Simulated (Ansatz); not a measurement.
Al2Ru: geometry relaxation (part 2 of 2)

Continued. System: Al2Ru (3 atoms in the cell). Method: DFT PBEsol, scalar-relativistic, plane waves, PAW, PAW set soft_1, no spin polarisation (Ansatz 0.2.0); cutoff 420 eV, 18×18×18 k-mesh, Gaussian smearing of 0.1 eV. The structure derives from a Materials Project entry.

Geometry of the input (Å; fractional positions):
```
-1.5604  1.5604  4.2218
1.5604  -1.5604  4.2218
1.5604  1.5604  -4.2218
Al 0.6592  0.6592  0.0000
Al 0.3408  0.3408  -0.0000
Ru 0.0000  0.0000  0.0000
```

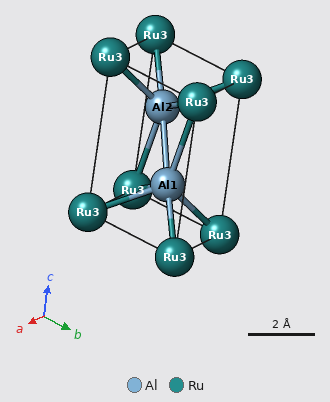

Figure 1. The geometry at step 1 of the log (ball-and-stick view of the reduced cell, seen slightly off an axis; atoms are numbered from 1 in the order of the input).

What the program printed, continued:
```
relax step   2: F+E_penalty+E_count = -6867.61961332 eV  Δ(F+E_penalty+E_count) = -3.529e-4 eV  max|allowed force component| = 2.930e-2 eV/Å  Δτ_max = 0.0018 Å  P = +0.079 GPa  Ω = 41.013 Å³  energy of the carried Pulay correction = +6.244e-5 eV  (6 SCF iters, dr2 threshold 3.00e-7 eV, accepted)
Crystal: 3 atoms, lattice volume = 41.025 Å³
iter 1 solved again at ethr=3.21e-8 eV; its pass at ethr=3.10e-3 eV (dr2=7.07e-6 eV) is discarded
SCF iter   1: F=—  HF=-6867.619682 eV  |F-HF|=—  |Δ(HF+E_count)|=         —  Δρ=1.51e-4  dr2=9.11e-6  ethr=3.21e-8  ⟨swp⟩=2.0  Hψ=40720  notcnv=0
preconditioner: auto → Kerker (q_TF=auto, 2.459 Å⁻¹)  [metal: Δε(μ)=0.009 eV  Ē_g=7.338 eV  σ=0.100 eV  W_gap=0.05  n_scr=10 (ndim 8)  ℏωp=21.7 eV  f_vac=0.000  D(μ)=0.26/eV (n_scr^D=0)]
SCF iter   2: F=—  HF=-6867.619673 eV  |F-HF|=—  |Δ(HF+E_count)|=   9.55e-6  Δρ=6.84e-5  dr2=2.07e-6  ethr=3.21e-8  ⟨swp⟩=1.0  Hψ=7250  notcnv=0
iter 3 did not close the SCF: its close was put off for the readings that it lacked (scf_convergence_deferred on its scf_iter line)
SCF iter   3: F=-6867.619672 eV  HF=-6867.619672 eV  |F-HF|=1.10e-7  |Δ(HF+E_count)|=   5.37e-7  Δρ=1.50e-5  dr2=1.49e-7  ethr=9.43e-9  ⟨swp⟩=1.0  Hψ=7214  notcnv=0
iter 4 did not close the SCF: its close was put off for the readings that it lacked (scf_convergence_deferred on its scf_iter line)
SCF iter   4: F=-6867.619672 eV  HF=-6867.619672 eV  |F-HF|=5.15e-9  |Δ(HF+E_count)|=   4.41e-8  Δρ=3.94e-6  dr2=6.97e-9  ethr=6.77e-10  ⟨swp⟩=2.2  Hψ=9581  notcnv=0
iter 5 did not close the SCF: its close was put off for the readings that it lacked (scf_convergence_deferred on its scf_iter line)
SCF iter   5: F=-6867.619672 eV  HF=-6867.619672 eV  |F-HF|=1.31e-10  |Δ(HF+E_count)|=   2.48e-9  Δρ=9.05e-7  dr2=2.35e-10  ethr=3.17e-11  ⟨swp⟩=2.2  Hψ=11671  notcnv=0
SCF iter   6: F=-6867.619672 eV  HF=-6867.619672 eV  |F-HF|=1.73e-11  |Δ(HF+E_count)|=  5.64e-11  Δρ=2.02e-7  dr2=1.97e-11  ethr=1.07e-12  ⟨swp⟩=3.9  Hψ=33817  notcnv=0
SCF 3 converged in 6 iterations: F = -6867.619672 eV  dr2 = 1.97e-11
relax step   3: F+E_penalty+E_count = -6867.61967192 eV  Δ(F+E_penalty+E_count) = -5.860e-5 eV  max|allowed force component| = 1.973e-3 eV/Å  Δτ_max = 0.0007 Å  P = -0.004 GPa  Ω = 41.025 Å³  energy of the carried Pulay correction = +5.511e-5 eV  (6 SCF iters, dr2 threshold 2.60e-7 eV, accepted)
Initial wavefunctions: pseudopotential atomic-orbital guess (no wavefunctions were taken with the density)
iter 1 solved again at ethr=7.36e-8 eV; its pass at ethr=3.10e-3 eV (dr2=1.62e-5 eV) is discarded
SCF iter   1: F=—  HF=-6867.619618 eV  |F-HF|=—  |Δ(HF+E_count)|=         —  Δρ=4.41e-6  dr2=8.31e-10  ethr=7.36e-8  ⟨swp⟩=3.0  Hψ=56075  notcnv=0
eigensolver tolerance schedule: the retry pair's looser diagonalisation over-reported the residual by 19470.69 of it (diagonalisation noise at 0.86 of the residual, at the tolerance the schedule requests for it); recorded, not acted on — ethr = c·dr2/N_el stays at c = 1.0e-1
SCF iter   2: F=—  HF=-6867.619608 eV  |F-HF|=—  |Δ(HF+E_count)|=   1.00e-5  Δρ=2.35e-6  dr2=2.09e-10  ethr=3.78e-12  ⟨swp⟩=3.0  Hψ=14301  notcnv=0
iter 3 did not close the SCF: its close was put off for the readings that it lacked (scf_convergence_deferred on its scf_iter line)
SCF iter   3: F=-6867.619608 eV  HF=-6867.619608 eV  |F-HF|=1.82e-11  |Δ(HF+E_count)|=  6.60e-10  Δρ=3.52e-7  dr2=6.76e-12  ethr=1.00e-12  ⟨swp⟩=1.9  Hψ=11947  notcnv=0
iter 4 did not close the SCF: its close was put off for the readings that it lacked (scf_convergence_deferred on its scf_iter line)
SCF iter   4: F=-6867.619608 eV  HF=-6867.619608 eV  |F-HF|=1.82e-12  |Δ(HF+E_count)|=  1.64e-11  Δρ=3.74e-8  dr2=5.11e-13  ethr=1.00e-12  ⟨swp⟩=1.0  Hψ=7200  notcnv=0
iter 5 did not close the SCF: its close was put off for the readings that it lacked (scf_convergence_deferred on its scf_iter line)
SCF iter   5: F=-6867.619608 eV  HF=-6867.619608 eV  |F-HF|=0.00e0  |Δ(HF+E_count)|=    0.00e0  Δρ=5.65e-9  dr2=1.65e-14  ethr=1.00e-12  ⟨swp⟩=1.0  Hψ=7200  notcnv=0
iter 6 did not close the SCF: its close was put off for the readings that it lacked (scf_convergence_deferred on its scf_iter line)
SCF iter   6: F=-6867.619608 eV  HF=-6867.619608 eV  |F-HF|=2.73e-12  |Δ(HF+E_count)|=  3.64e-12  Δρ=1.55e-9  dr2=1.24e-15  ethr=1.00e-12  ⟨swp⟩=1.0  Hψ=7200  notcnv=0
SCF iter   7: F=-6867.619608 eV  HF=-6867.619608 eV  |F-HF|=1.82e-12  |Δ(HF+E_count)|=  4.55e-12  Δρ=5.17e-10  dr2=6.52e-17  ethr=1.00e-12  ⟨swp⟩=2.0  Hψ=18838  notcnv=0
SCF 4 converged in 7 iterations: F = -6867.619608 eV  dr2 = 6.52e-17
relax step   4: F+E_penalty+E_count = -6867.61960791 eV  Δ(F+E_penalty+E_count) = +6.401e-5 eV  max|allowed force component| = 1.979e-3 eV/Å  Δτ_max = 0.0000 Å  P = -0.006 GPa  Ω = 41.025 Å³  stress off target by 7.05e-3 GPa  SCF on the basis re-selected at this cell (its energy is not comparable with the rows above)  (7 SCF iters)
basis re-selected at this cell: Δ(F+E_penalty+E_count) = +6.401e-5 eV, ΔP = -0.002 GPa vs the last step (what re-selecting the basis moved, of the pressure what is left beyond the Pulay correction that the steps carried, after the strain that the cell walked since its last selection, with what the two solves' SCF thresholds leave and, on support functions, any second-order correction that the steps lacked; it is no measure of the basis error at this ecutwfc). This SCF's stress stands 7.05e-3 GPa from its target on what of the cell is left free (relax.cell.stress_tol is 5.00e-2 GPa) and its largest allowed force component is 1.98e-3 eV/Å (relax.f_tol is 5.00e-3 eV/Å): within both
SCF converged after 7 iterations
Free energy (F): -6867.619608 eV
Harris-Foulkes:  -6867.619608 eV  (|F-HF|=1.82e-12)
Internal energy: -6867.618294 eV  (E = F + TS)
E sigma→0 (E₀):  -6867.618951 eV
Entropy (-TS):   -0.001313 eV (-0.438 meV/atom)
Fermi energy:    13.982022 eV
--- Per-component energies (eV) ---
  E_band       = -146.784790
  E_kinetic    = 512.007762
  E_local      = -2155.535134  (includes V_loc(G=0)·N_el)
  E_nonlocal   = 436.106566
  E_hartree    = 816.713518
  E_xc         = -246.844979
  E_vxc        = -277.009464  (∫ρ·V_xc dr)
  E_paw        = -4354.989861  (= ΣΔE_a)
  E_vpaw       = -295.782210  (= ΣTr[D̂ρ^β])
  E_aug_tail   = 0.000653  (compensation charges beyond the density's cutoff)
  E_ewald      = -1875.368395
  E_core_change = 0.291575  (= ΣΔE_core)
  E_smearing   = -0.001313  (= −TS)
  E_closure    = 0.000000  (closes the sum)
  Σ components = -6867.619608   (vs F -6867.619608, Δ=0.00e0)
--- Forces (eV/Å), atoms counted from 1 ---
  atom   1  Al     0.00000000     0.00000000     0.00197855
  atom   2  Al     0.00000000     0.00000000    -0.00197855
  atom   3  Ru    -0.00000000     0.00000000     0.00000000
  max |Σ_I F_I| component: 3.47e-17 eV/Å
--- Stress (GPa, compression-positive) ---
       -0.007054       0.000000       0.000000
        0.000000      -0.007054       0.000000
       -0.000000      -0.000000      -0.002727
  P = ⅓ Tr σ = -0.0056 GPa (-0.056 kbar)
--- Band table (eV; the first three rows and the last of 480) ---
  k-point 0: bands = ["-58.5463", "-28.5872", "-28.5872", "-28.5089", "3.0492", "8.5340", "10.1275", "11.9712", "11.9712", "12.0229", "13.0039", "16.3995", "18.6174", "20.0578", "20.0578"]
  k-point 1: bands = ["-58.5457", "-28.5910", "-28.5908", "-28.5081", "3.1510", "8.6225", "10.1723", "11.4375", "11.8343", "12.6329", "12.8712", "16.3779", "18.2312", "19.5192", "19.8796"]
  k-point 2: bands = ["-58.5442", "-28.6020", "-28.6010", "-28.5058", "3.4526", "8.8771", "10.3078", "10.9809", "11.4656", "12.4917", "13.2933", "16.3335", "17.6750", "18.5569", "19.5288"]
  k-point 479: bands = ["-58.5462", "-28.5873", "-28.5873", "-28.5113", "4.9011", "5.5250", "9.9650", "11.3463", "12.4113", "12.4113", "13.0300", "17.1098", "17.1098", "20.2591", "20.4930"]
--- Relaxed structure (3 steps of the walk, 3 accepted, 1 SCFs on fresh bases) ---
  F+E_penalty+E_count = -6867.61960791 eV   max|allowed force component| = 1.979e-3 eV/Å   (the final SCF, on the basis selected at the relaxed cell)
  cell:  # Å, volume = 41.0254 Å³
    - [-1.5606369534293933, 1.5606369534293933, 4.211039872782595]
    - [1.5606369534293933, -1.5606369534293933, 4.211039872782595]
    - [1.5606369534293933, 1.5606369534293933, -4.211039872782595]
  atoms:
    - { symbol: Al, position: [0.6590805104977568, 0.6590805104977568, 1.3341793501053664e-36] }
    - { symbol: Al, position: [0.34091948950224304, 0.34091948950224304, 2.588237910711772e-36] }
    - { symbol: Ru, position: [1.712067107106345e-20, 1.7120671071063448e-20, 4.2587601398708284e-36] }
```

Trajectory as extended XYZ (Å, eV, eV/Å), 4 frames, from step=1 to step=4:
```
3
Lattice="-1.5604 1.5604 4.2218 1.5604 -1.5604 4.2218 1.5604 1.5604 -4.2218" Properties=species:S:1:pos:R:3:forces:R:3 step=1 energy=-6867.61926 pressure_GPa=-0.46
Al    0.0000    0.0000    5.5660    0.0000   0.0000  -0.0494
Al    0.0000    0.0000    2.8776    0.0000   0.0000   0.0494
Ru    0.0000    0.0000    0.0000    0.0000   0.0000   0.0000
3
Lattice="-1.5612 1.5612 4.2069 1.5612 -1.5612 4.2069 1.5612 1.5612 -4.2069" Properties=species:S:1:pos:R:3:forces:R:3 step=2 energy=-6867.61961 pressure_GPa=0.08
Al    0.0000    0.0000    5.5446    0.0000   0.0000   0.0293
Al    0.0000    0.0000    2.8692    0.0000   0.0000  -0.0293
Ru    0.0000    0.0000    0.0000    0.0000   0.0000   0.0000
3
Lattice="-1.5606 1.5606 4.2110 1.5606 -1.5606 4.2110 1.5606 1.5606 -4.2110" Properties=species:S:1:pos:R:3:forces:R:3 step=3 energy=-6867.61967 pressure_GPa=-0.00
Al    0.0000    0.0000    5.5508    0.0000   0.0000   0.0020
Al    0.0000    0.0000    2.8713    0.0000   0.0000  -0.0020
Ru    0.0000    0.0000    0.0000    0.0000   0.0000   0.0000
3
Lattice="-1.5606 1.5606 4.2110 1.5606 -1.5606 4.2110 1.5606 1.5606 -4.2110" Properties=species:S:1:pos:R:3:forces:R:3 step=4 energy=-6867.61961 pressure_GPa=-0.01
Al    0.0000    0.0000    5.5508    0.0000   0.0000   0.0020
Al    0.0000    0.0000    2.8713    0.0000   0.0000  -0.0020
Ru    0.0000    0.0000    0.0000    0.0000   0.0000   0.0000
```

Key numbers:

- outcome: converged
- space group (tolerance 0.01 Å): I4/mmm (139)
- electrons treated: 22
- free energy: −6867.6196 eV
- Fermi energy: 13.982 eV
- gap on the k-point mesh: none (metallic)
- pressure: −0.01 GPa
- final volume: 41.03 Å³
- largest force (length of the vector) at the end: 0.002 eV/Å
- final cell: a = 4.754 Å, b = 4.754 Å, c = 4.754 Å, α = 141.67°, β = 141.67°, γ = 55.32°
- hardware: 4 threads of Arm Neoverse V2, 24 GiB of memory available, shared host
- wall time: 19 s (CPU time 73 s)
- peak memory: 0.58 GiB

Notes:

The program warns: the PAW datasets were made with another functional.
